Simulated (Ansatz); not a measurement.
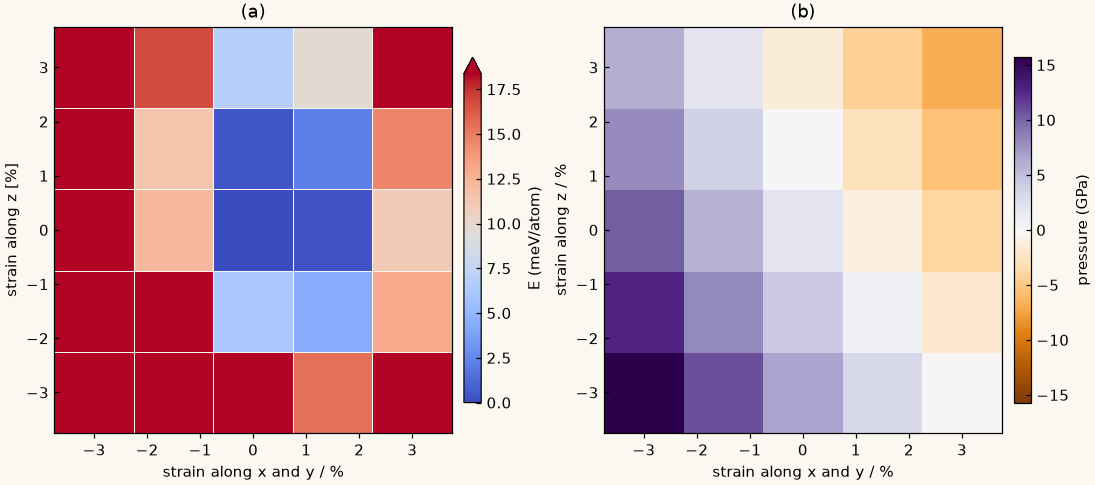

Si (P6/mmm, No. 191; 1 atom in the cell). The cell is strained homogeneously, by one strain along x and y and another along z, with fractional coordinates fixed (x along [1 0 0], z along [0 0 1] of the conventional cell). First axis: strain along x and y. Second axis: strain along z. Grid: 5 × 5 points. Points are written as (first, second). Energies: meV/atom, counted from the lowest grid point. The reference cell is the one listed in the database, not relaxed at this level. Method: DFT r2SCAN, scalar-relativistic, plane waves, PAW in Ansatz. Settings: cutoff 500 eV, k-mesh 24×24×20 in the order of the run's cell vectors, gaussian smearing 0.15 eV, no spin polarisation.

Panel (a) is the energy; panel (b) is the computed pressure, in GPa.

Drawn: one coloured cell a grid point, one colour for all values above the top of the scale.

**How does the pressure vary over the map, and what is it at the lowest grid point?**

It runs from −6.8 GPa at (3.0 %, 3.0 %) to 15.7 GPa at (−3.0 %, −3.0 %). At the lowest grid point, (0.0 %, 0.0 %), it is 2.0 GPa.

```tsv
strain along z ↓, strain along x and y →	−3.0	−1.5	0.0	1.5	3.0
3.0	6.1	2.0	−1.5	−4.4	−6.8
1.5	8.1	3.8	0.1	−2.9	−5.4
0.0	10.3	5.8	2.0	−1.2	−3.9
−1.5	12.8	8.2	4.2	0.8	−2.0
−3.0	15.7	10.9	6.7	3.2	0.2
```
